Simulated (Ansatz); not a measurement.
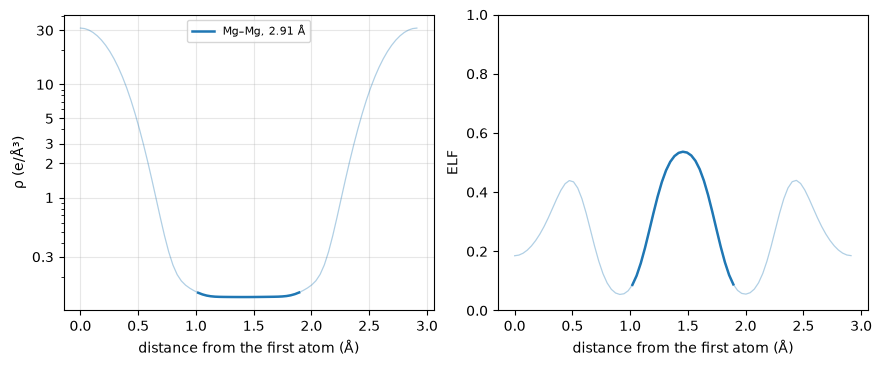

Mg. Valence pseudo-density and electron localisation function along straight lines between neighbouring atoms. Thin, pale parts lie inside the atomic spheres.

Space group P6₃/mmc; a structure from a database of computed crystals, not necessarily the ambient phase; computed pressure about 15 GPa in this cell.

Computed with DFT PBEsol, scalar-relativistic, plane waves, PAW (Ansatz).

In a PAW calculation such maps are meaningful between the atoms, not at the nuclei.

**What can be read from the curves?**

Mg–Mg (2.91 Å): ρ at the midpoint is about 0.13 e/Å³; the ELF reaches about 0.55 near the midpoint.
